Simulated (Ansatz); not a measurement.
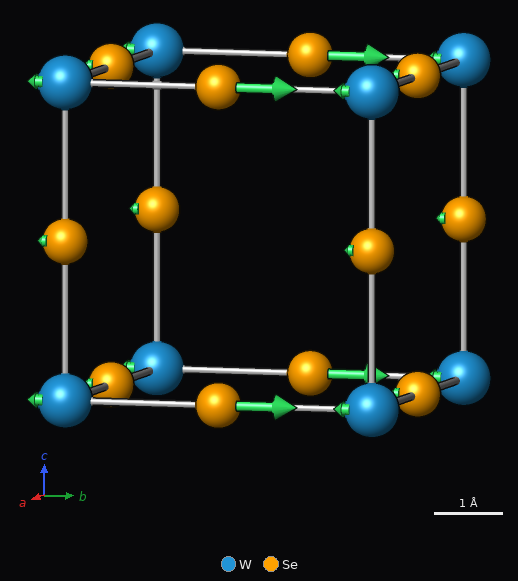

Phonons of solid WSe3 (a generated structure) relaxed at 8 GPa, at the zone centre. The optical levels lie at 32i (×3), 24 (×3), 310 (×3) cm⁻¹. One mode is drawn. The green arrows are the displacements of the atoms (eigenvector over the root of the mass), of arbitrary overall length and sign. A ball-and-stick model of the cell of the calculation, seen slightly off an axis.

Level of theory: Ansatz, DFT PBEsol, scalar-relativistic, plane waves, PAW. Set-up: plane-wave cutoff 420 eV; k-point mesh 10 × 10 × 10; occupations fermi dirac; smearing width 0.15 eV; target pressure 8 GPa; no spin polarisation.

The frequencies depend somewhat on the k-mesh and the smearing.

**Which of these frequencies is the drawn mode's?**

The level at 310 cm⁻¹. This is the T₁u mode (triply degenerate; one member of the set is drawn), the highest optical level (1 lower level is imaginary, so the structure is unstable), infrared-active by symmetry. All motion is along b; of the bonds it mainly stretches Se–W, some lengthening while others shorten; the kinetic energy is shared as Se 85 %, W 15 %. The crystal is a metal, so free carriers screen the infrared response.
